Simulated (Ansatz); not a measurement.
Run report: Pt, geometry relaxation (part 1 of 3)

The run: geometry relaxation of Pt (defect cell, 17 atoms in the cell). Method and program: DFT PBE, scalar-relativistic, plane waves, PAW, no spin polarisation (Ansatz 0.2.0).

The structure derives from a Materials Project entry. It belongs to a series of runs on one base structure; here: Pt interstitial, charge +0, atoms relaxed at the host's cell.

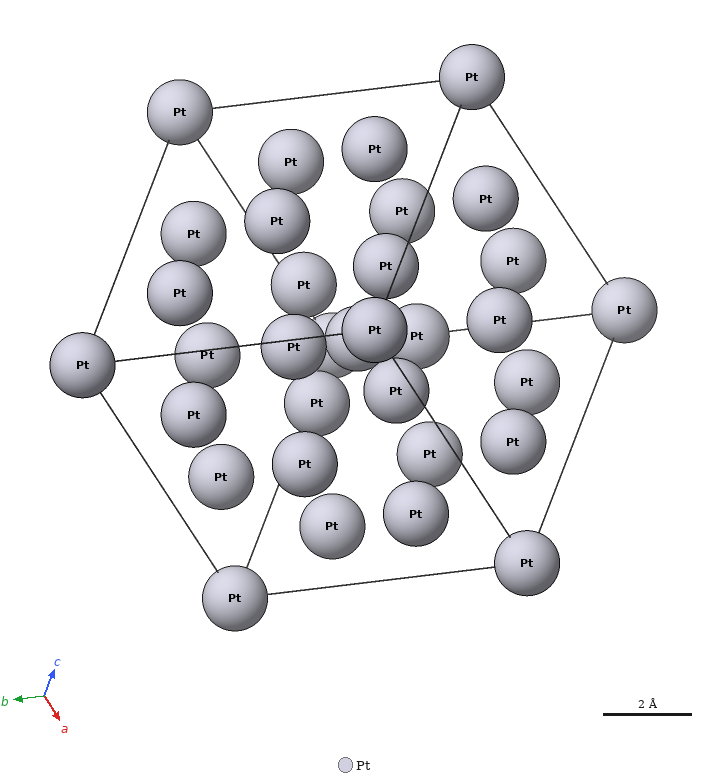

Fig. 1: The structure as given in the input (spheres-only view of the cell of the calculation, seen at an oblique angle).

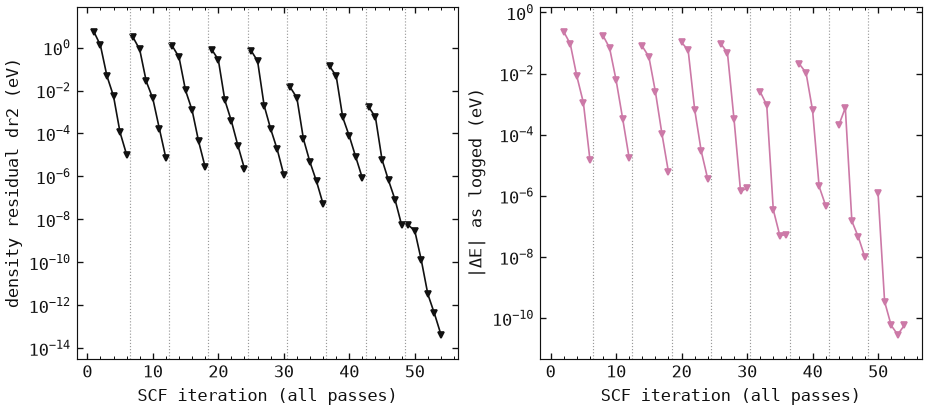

Fig. 2: Convergence of the self-consistent field: density residual dr2 and size of the energy change against the SCF iteration. The dotted lines part the SCF passes of the relaxation: geometry steps, rejected trials and re-solves on a re-selected basis. The 9 passes take 6 iterations each, 54 in all.

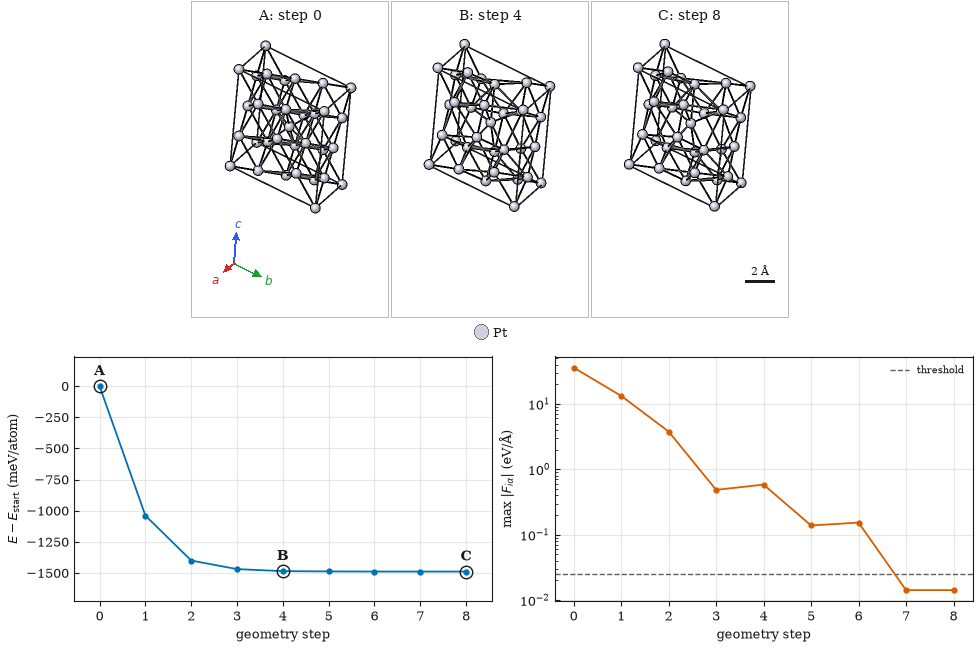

Fig. 3: Frames of the relaxation (ball-and-stick view of the cell of the calculation, seen slightly off an axis) above the curves, on which the letters mark them (the first geometry is step 0 here and step 1 in the log).

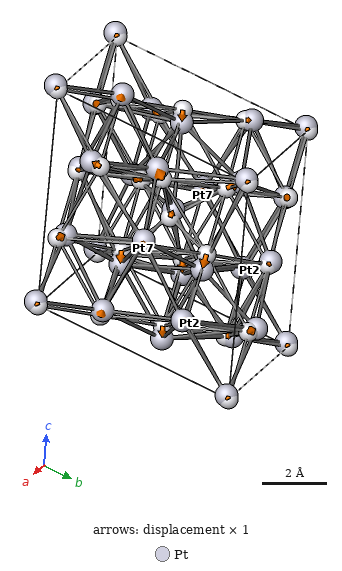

Fig. 4: Start (faint) and end (solid) with the displacements as orange arrows, at true length (ball-and-stick view of the cell of the calculation, seen slightly off an axis). Over 8 geometry steps the energy falls by 1488 meV per atom. Largest force component: 36 eV/Å at the start, 0.014 eV/Å at the end. The largest moves, 0.51 Å, are those of Pt3, Pt5 and Pt9. The cell stays as it was. Among the contacts that change: Pt3–Pt5 2.739 → 3.529 Å, Pt5–Pt11 2.856 → 3.638 Å, Pt5–Pt6 2.775 → 3.553 Å, Pt3–Pt9 2.786 → 3.555 Å. Bonds break: Pt3–Pt5 (2.74 → 3.53 Å), Pt5–Pt6 (2.77 → 3.55 Å). Among the angles that change: Pt3–Pt17–Pt10 92.8° → 66.7°, Pt3–Pt17–Pt6 83.8° → 66.7°, Pt6–Pt17–Pt9 173.8° → 157.1°. (Atoms are counted from 1 in the order of the input.)

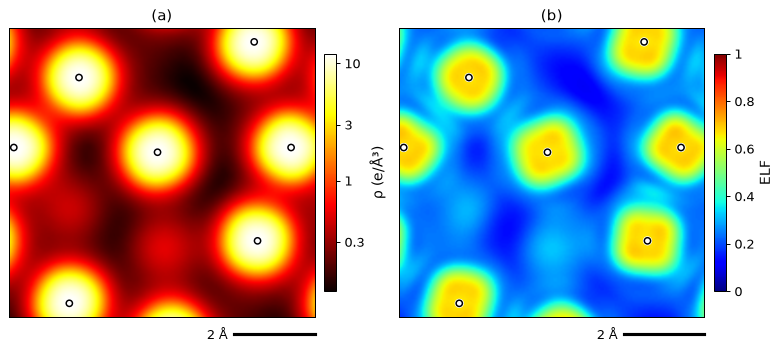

Fig. 5: (a) valence charge density (pseudo); (b) ELF on the (100) plane of the calculation cell. Circles mark the nuclei in the plane (Pt). Atoms in the plane: Pt. Pt–Pt (2.37 Å): ρ is about 0.81 e/Å³ halfway; the ELF is about 0.35 at the midpoint (metallic bonding. Pt–Pt (2.46 Å): ρ at the midpoint is about 0.68 e/Å³; the ELF is about 0.35 at the midpoint (metallic bonding. Pt–Pt (2.69 Å): the density is about 0.44 e/Å³ at the midpoint; the ELF is about 0.30 at the midpoint; no localised pair between them. Away from the nuclei the density in this plane falls to 0.11 e/Å³ at its lowest. The strong features right at Pt lie inside the PAW spheres (semicore, d or f shells) and say nothing about bonding. Core electrons are frozen (PAW), so the fields are smoothed inside the atomic spheres.

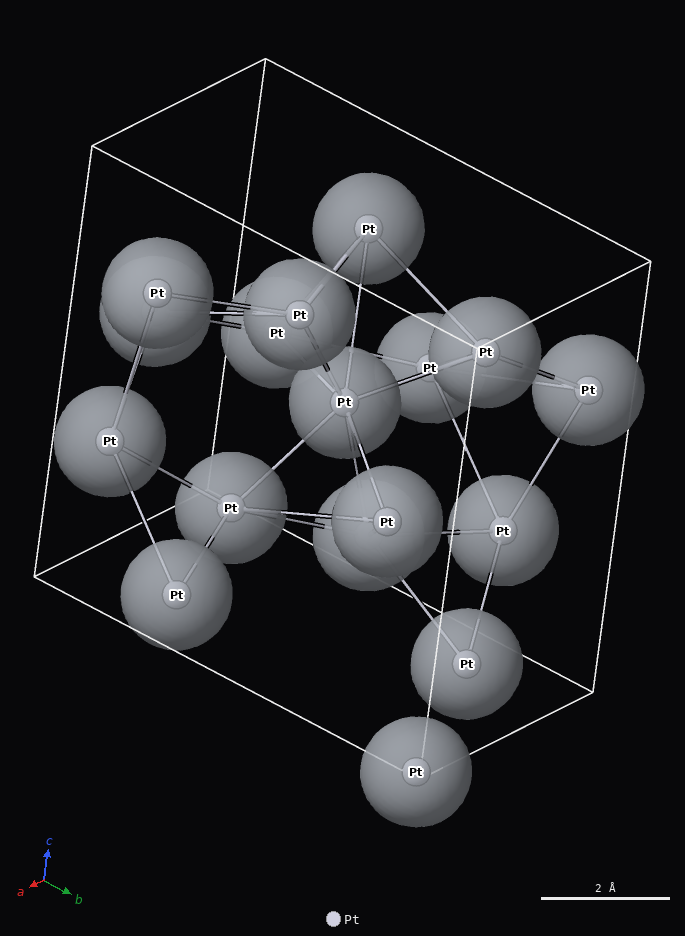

Fig. 6: Isosurface of the valence electron density at 1.5 e/Å³ (grey), seen slightly off an axis. Sticks mark near contacts. The outline is the calculation cell. At this value the density breaks into separate islands; it holds about 70 % of the electrons treated as valence (semicore included). It is pinched off along the Pt–Pt (2.37 Å), Pt–Pt (2.46 Å), Pt–Pt (2.53 Å) and Pt–Pt (2.58 Å) contacts. On the grid the lowest density along these lines, outside the cores, is 0.82 e/Å³ (Pt–Pt, 2.37 Å), 0.68 e/Å³ (Pt–Pt, 2.46 Å), 0.59 e/Å³ (Pt–Pt, 2.53 Å) and 0.55 e/Å³ (Pt–Pt, 2.58 Å).

The input that produced these results follows, with the program's output.

## Input
```yaml
crystal:
  lattice:
    - [-3.9702307194, 3.9702307194, -3.9702307194]
    - [3.9702307194, -3.9702307194, -3.9702307194]
    - [-3.9702307194, -3.9702307194, 3.9702307194]
  atoms:
    - { symbol: Pt, position: [0.25, 0.75, 0.0] }
    - { symbol: Pt, position: [0.0, 0.75, 0.25] }
    - { symbol: Pt, position: [0.7445940774, 0.7533170847, 0.5015750222] }
    - { symbol: Pt, position: [0.5, 0.5, 0.0] }
    - { symbol: Pt, position: [0.5060590041, 0.7570062141, 0.7508697272] }
    - { symbol: Pt, position: [0.2744478762, 0.5059057916, 0.2571602348] }
    - { symbol: Pt, position: [0.0, 0.5, 0.5] }
    - { symbol: Pt, position: [0.75, 0.25, 0.0] }
    - { symbol: Pt, position: [0.7578284035, 0.4992546051, 0.7432721868] }
    - { symbol: Pt, position: [0.4747298586, 0.2509472945, 0.2328171461] }
    - { symbol: Pt, position: [0.2315755356, 0.2490389407, 0.5009007992] }
    - { symbol: Pt, position: [0.0, 0.0, 0.0] }
    - { symbol: Pt, position: [0.0, 0.25, 0.75] }
    - { symbol: Pt, position: [0.75, 0.0, 0.25] }
    - { symbol: Pt, position: [0.5, 0.0, 0.5] }
    - { symbol: Pt, position: [0.25, 0.0, 0.75] }
    - { symbol: Pt, position: [0.5039871076, 0.4870662271, 0.4986378657] }
basis:
  ecutwfc: 420
  xc_grid: 2
kpoints:
  mp_grid: { grid: [5, 5, 5], shift: [0.0, 0.0, 0.0] }
hamiltonian:
  xc: pbe
scf:
  occupations: { method: gaussian, width: 0.1 }
output:
  forces: true
  stress: false
  eigenvalues: true
  write_density: true
  write_potential: true
  elf: true
  volumetric_format: npy
relax:
  adjacent_minimum: "off"
  f_tol: 0.025
  max_steps: 45
```

Launched with:
```bash
ansatz run input.yaml --threads 4 --pin off --max-ram 8192MiB --backend cpu --events-out ev --progress --plain --runs-dir out
```

## Log
```
Engine: ansatz 0.2.0, x86_64-unknown-linux-gnu
Pseudopotentials: kind: paw
Pseudopotential: Pt, paw, valence charge 18, recommended cutoff 420 eV (normal), Pt.paw.azcp
Functional definition: PBE
  parameter kappa = 0.804
  parameter beta = 0.06672455060314922
  exchange = pbe_x(kappa = kappa, mu = beta*pi^2/3)
  correlation = pbe_c(beta = beta)
Crystal: 17 atoms, lattice volume = 250.327 Å³
Basis set: ecut = 420 eV, 4921 PW (Γ), exchange–correlation on 96×96×96 points (8 copies of the dense FFT grid, shifted against one another)
Bands: 184, of which v1, the nominal top of the filled ones, is band 153 counted from 1 (152 counted from 0)
Symmetry: 1 space group operations
Space group: P1 (ITA 1), of the structure as read, at distance tolerance 6.3e-5 Å
k-points: 63 of 125 (time reversal used)
Non-local potential: Pt, projectors of the file, l = 0: 3, l = 1: 2, l = 2: 2, l = 3: 1
PAW form: soft (Blöchl's): semilocal exchange-correlation on the pseudo side does not see the compensation charge
PAW one-centre angular grid: Pt, 590 points (default); XC on 64 Gauss nodes
Initial density: superposition of atomic densities (neutral atoms: chi_scale 0, normalization atom), corrected by the library's trained network
Initial wavefunctions: pseudopotential atomic-orbital guess
Functional: x = pbe(κ = 0.804, μ = 0.2195149727645171), c = pbe(β = 0.06672455060314922)
SCF iter   1: F=—  HF=-212858.918063 eV  |F-HF|=—  |Δ(HF+E_count)|=         —  Δρ=2.92e-2  dr2=5.52e0  ethr=1.77e-3  ⟨swp⟩=5.0  Hψ=40954  notcnv=0  defer=542
preconditioner: auto → Kerker (q_TF=auto, 2.821 Å⁻¹)  [metal: Δε(μ)=0.000 eV  Ē_g=9.287 eV  σ=0.100 eV  W_gap=0.00  n_scr=86 (ndim 8)  ℏωp=30.6 eV  f_vac=0.000  D(μ)=15.28/eV (n_scr^D=140)]
SCF iter   2: F=—  HF=-212858.682394 eV  |F-HF|=—  |Δ(HF+E_count)|=   2.36e-1  Δρ=1.23e-2  dr2=1.28e0  ethr=1.77e-3  ⟨swp⟩=1.3  Hψ=13376  notcnv=0  defer=603
SCF iter   3: F=—  HF=-212858.588638 eV  |F-HF|=—  |Δ(HF+E_count)|=   9.38e-2  Δρ=2.95e-3  dr2=4.72e-2  ethr=4.17e-4  ⟨swp⟩=1.0  Hψ=10222  notcnv=0  defer=802
SCF iter   4: F=—  HF=-212858.580356 eV  |F-HF|=—  |Δ(HF+E_count)|=   8.28e-3  Δρ=7.42e-4  dr2=5.53e-3  ethr=1.54e-5  ⟨swp⟩=2.0  Hψ=14178  notcnv=0  defer=802
SCF iter   5: F=—  HF=-212858.579224 eV  |F-HF|=—  |Δ(HF+E_count)|=   1.13e-3  Δρ=2.09e-4  dr2=1.12e-4  ethr=1.81e-6  ⟨swp⟩=1.2  Hψ=10593  notcnv=0  defer=977
SCF iter   6: F=-212858.579202 eV  HF=-212858.579209 eV  |F-HF|=6.80e-6  |Δ(HF+E_count)|=   1.55e-5  Δρ=5.37e-5  dr2=1.04e-5  ethr=5.11e-9  ⟨swp⟩=12.7  Hψ=97802  notcnv=0
SCF 1 converged in 6 iterations: F = -212858.579202 eV  dr2 = 1.04e-5
  greatest PAW one-centre occupation: 1.007 electrons in one spin orbital (limit 2), on the Pt atom at site 16 (counted from 0), in its partial waves of l = 1
relax step   1: F+E_penalty+E_count = -212858.57920187 eV  Δ(F+E_penalty+E_count) = +0.000e0 eV  max|allowed force component| = 3.590e1 eV/Å  Δτ_max = 0.0000 Å  (6 SCF iters, dr2 threshold 1.56e-5 eV, accepted)
Initial density: handed on by an earlier stage of this run
Initial wavefunctions: those handed on with the density
iter 1 solved again at ethr=9.59e-4 eV; its pass at ethr=3.10e-3 eV (dr2=2.94e0 eV) is discarded
SCF iter   1: F=—  HF=-212876.486444 eV  |F-HF|=—  |Δ(HF+E_count)|=         —  Δρ=2.75e-2  dr2=2.95e0  ethr=9.59e-4  ⟨swp⟩=1.0  Hψ=46610  notcnv=0  defer=1233
preconditioner: auto → Kerker (q_TF=auto, 2.821 Å⁻¹)  [metal: Δε(μ)=0.003 eV  Ē_g=9.124 eV  σ=0.100 eV  W_gap=0.01  n_scr=86 (ndim 8)  ℏωp=30.6 eV  f_vac=0.000  D(μ)=23.77/eV (n_scr^D=320)]
SCF iter   2: F=—  HF=-212876.311197 eV  |F-HF|=—  |Δ(HF+E_count)|=   1.75e-1  Δρ=1.37e-2  dr2=8.14e-1  ethr=9.59e-4  ⟨swp⟩=1.6  Hψ=10274  notcnv=0  defer=1233
SCF iter   3: F=—  HF=-212876.241349 eV  |F-HF|=—  |Δ(HF+E_count)|=   6.98e-2  Δρ=1.98e-3  dr2=2.68e-2  ethr=2.66e-4  ⟨swp⟩=1.1  Hψ=10214  notcnv=0  defer=1233
SCF iter   4: F=—  HF=-212876.235247 eV  |F-HF|=—  |Δ(HF+E_count)|=   6.10e-3  Δρ=6.29e-4  dr2=4.28e-3  ethr=8.75e-6  ⟨swp⟩=2.1  Hψ=17807  notcnv=0  defer=1288
SCF iter   5: F=—  HF=-212876.234909 eV  |F-HF|=—  |Δ(HF+E_count)|=   3.38e-4  Δρ=2.24e-4  dr2=1.69e-4  ethr=1.40e-6  ⟨swp⟩=2.1  Hψ=12964  notcnv=0  defer=1297
SCF iter   6: F=-212876.234888 eV  HF=-212876.234892 eV  |F-HF|=3.71e-6  |Δ(HF+E_count)|=   1.70e-5  Δρ=4.72e-5  dr2=7.14e-6  ethr=3.27e-8  ⟨swp⟩=13.7  Hψ=91446  notcnv=0
SCF 2 converged in 6 iterations: F = -212876.234888 eV  dr2 = 7.14e-6
  greatest PAW one-centre occupation: 1.000 electrons in one spin orbital (limit 2), on the Pt atom at site 16 (counted from 0), in its partial waves of l = 0
relax step   2: F+E_penalty+E_count = -212876.23488822 eV  Δ(F+E_penalty+E_count) = -1.766e1 eV  max|allowed force component| = 1.329e1 eV/Å  Δτ_max = 0.1949 Å  (6 SCF iters, dr2 threshold 1.00e-4 eV, accepted)
iter 1 solved again at ethr=3.73e-4 eV; its pass at ethr=3.10e-3 eV (dr2=1.14e0 eV) is discarded
SCF iter   1: F=—  HF=-212882.484152 eV  |F-HF|=—  |Δ(HF+E_count)|=         —  Δρ=2.09e-2  dr2=1.15e0  ethr=3.73e-4  ⟨swp⟩=1.2  Hψ=41255  notcnv=0  defer=1128
preconditioner: auto → Kerker (q_TF=auto, 2.821 Å⁻¹)  [metal: Δε(μ)=0.001 eV  Ē_g=9.025 eV  σ=0.100 eV  W_gap=0.01  n_scr=86 (ndim 8)  ℏωp=30.6 eV  f_vac=0.000  D(μ)=25.83/eV (n_scr^D=320)]
SCF iter   2: F=—  HF=-212882.406065 eV  |F-HF|=—  |Δ(HF+E_count)|=   7.81e-2  Δρ=1.09e-2  dr2=3.62e-1  ethr=3.73e-4  ⟨swp⟩=1.0  Hψ=10272  notcnv=0  defer=1128
SCF iter   3: F=—  HF=-212882.370077 eV  |F-HF|=—  |Δ(HF+E_count)|=   3.60e-2  Δρ=1.24e-3  dr2=1.01e-2  ethr=1.18e-4  ⟨swp⟩=1.5  Hψ=11640  notcnv=0  defer=1128
SCF iter   4: F=—  HF=-212882.367538 eV  |F-HF|=—  |Δ(HF+E_count)|=   2.54e-3  Δρ=3.81e-4  dr2=1.22e-3  ethr=3.29e-6  ⟨swp⟩=2.1  Hψ=22615  notcnv=0  defer=1293
SCF iter   5: F=—  HF=-212882.367431 eV  |F-HF|=—  |Δ(HF+E_count)|=   1.07e-4  Δρ=1.34e-4  dr2=4.27e-5  ethr=3.98e-7  ⟨swp⟩=1.9  Hψ=11821  notcnv=0  defer=1293
SCF iter   6: F=-212882.367423 eV  HF=-212882.367425 eV  |F-HF|=1.37e-6  |Δ(HF+E_count)|=   5.92e-6  Δρ=2.92e-5  dr2=2.68e-6  ethr=1.39e-8  ⟨swp⟩=14.9  Hψ=90060  notcnv=0
SCF 3 converged in 6 iterations: F = -212882.367423 eV  dr2 = 2.68e-6
  Residual-converged pass: ⟨swp⟩=1.0  Hψ=11846  notcnv=0  max |occ|·‖R‖ = 7.0e-9 eV (tolerance 1.0e-8 eV)  dr2=2.68e-6  dr2_onsite=2.19e-7  max |Δocc| = 7.5e-11
relax step   3: F+E_penalty+E_count = -212882.36742339 eV  Δ(F+E_penalty+E_count) = -6.133e0 eV  max|allowed force component| = 3.785e0 eV/Å  Δτ_max = 0.1776 Å  (6 SCF iters, dr2 threshold 1.00e-4 eV, accepted)
iter 1 solved again at ethr=2.64e-4 eV; its pass at ethr=3.10e-3 eV (dr2=8.07e-1 eV) is discarded
SCF iter   1: F=—  HF=-212883.703297 eV  |F-HF|=—  |Δ(HF+E_count)|=         —  Δρ=2.65e-2  dr2=8.09e-1  ethr=2.64e-4  ⟨swp⟩=1.1  Hψ=44810  notcnv=0  defer=1232
preconditioner: auto → Kerker (q_TF=auto, 2.821 Å⁻¹)  [metal: Δε(μ)=0.002 eV  Ē_g=9.022 eV  σ=0.100 eV  W_gap=0.01  n_scr=86 (ndim 8)  ℏωp=30.6 eV  f_vac=0.000  D(μ)=25.19/eV (n_scr^D=320)]
SCF iter   2: F=—  HF=-212883.598093 eV  |F-HF|=—  |Δ(HF+E_count)|=   1.05e-1  Δρ=1.48e-2  dr2=2.78e-1  ethr=2.64e-4  ⟨swp⟩=1.0  Hψ=10280  notcnv=0  defer=1232
SCF iter   3: F=—  HF=-212883.539676 eV  |F-HF|=—  |Δ(HF+E_count)|=   5.84e-2  Δρ=1.21e-3  dr2=3.55e-3  ethr=9.09e-5  ⟨swp⟩=2.0  Hψ=15507  notcnv=0  defer=1232
SCF iter   4: F=—  HF=-212883.539014 eV  |F-HF|=—  |Δ(HF+E_count)|=   6.62e-4  Δρ=2.81e-4  dr2=3.80e-4  ethr=1.16e-6  ⟨swp⟩=2.0  Hψ=19969  notcnv=0  defer=1235
iter 5 did not close the SCF: its close was put off for the readings that it lacked (scf_convergence_deferred on its scf_iter line)
SCF iter   5: F=-212883.538964 eV  HF=-212883.538985 eV  |F-HF|=2.10e-5  |Δ(HF+E_count)|=   2.90e-5  Δρ=6.46e-5  dr2=2.71e-5  ethr=1.24e-7  ⟨swp⟩=2.0  Hψ=14942  notcnv=0  defer=1235
SCF iter   6: F=-212883.538979 eV  HF=-212883.538981 eV  |F-HF|=1.79e-6  |Δ(HF+E_count)|=   3.51e-6  Δρ=1.89e-5  dr2=2.28e-6  ethr=8.84e-9  ⟨swp⟩=12.7  Hψ=87291  notcnv=0
SCF 4 converged in 6 iterations: F = -212883.538979 eV  dr2 = 2.28e-6
relax step   4: F+E_penalty+E_count = -212883.53897932 eV  Δ(F+E_penalty+E_count) = -1.172e0 eV  max|allowed force component| = 4.856e-1 eV/Å  Δτ_max = 0.2000 Å  (6 SCF iters, dr2 threshold 1.00e-4 eV, accepted)
```
